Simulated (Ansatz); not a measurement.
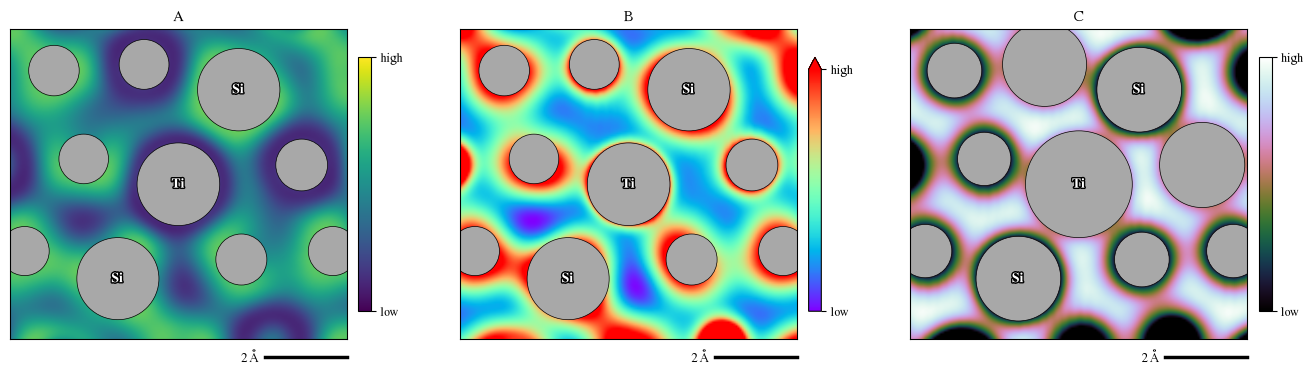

TiSi₂: 3 fields on the (111) plane of the conventional cell, with unlabelled colour scales. Grey discs cover the atomic cores.

Space group P-1; changed on purpose from its base cell (biaxial strain in the a-b plane, c and atoms relaxed: -1.0 %); computed pressure about 2 GPa in this cell; computed without spin polarisation.

Theory: DFT PBEsol, scalar-relativistic, plane waves, PAW (Ansatz).

```cif
data_structure
_symmetry_space_group_name_H-M 'P 1'
_symmetry_Int_Tables_number 1
_cell_length_a 4.6861
_cell_length_b 4.7267
_cell_length_c 4.8211
_cell_angle_alpha 103.969
_cell_angle_beta 104.236
_cell_angle_gamma 119.357
_cell_volume 81.51
loop_
_atom_site_label
_atom_site_type_symbol
_atom_site_fract_x
_atom_site_fract_y
_atom_site_fract_z
_atom_site_occupancy
Ti1 Ti 0.62471 0.87736 0.25087 1
Ti2 Ti 0.37529 0.12264 0.74913 1
Si1 Si 0.96014 0.54080 0.25017 1
Si2 Si 0.28837 0.21306 0.24983 1
Si3 Si 0.03986 0.45920 0.74983 1
Si4 Si 0.71163 0.78694 0.75017 1
```

Question: The panels show electron localisation function, electrostatic potential energy of an electron and valence pseudo-density in some order. Assign them.

Answer: Panel A: electron localisation function. Panel B: valence pseudo-density. Panel C: electrostatic potential energy of an electron (low next to the atoms, rising into the space between them). From the grid: Ti–Si (2.73 Å): ρ at the midpoint is about 0.26 e/Å³; the ELF peaks at about 0.75 in the valence shell of Si, 1.0 Å from its nucleus, and is about 0.40 at the midpoint.
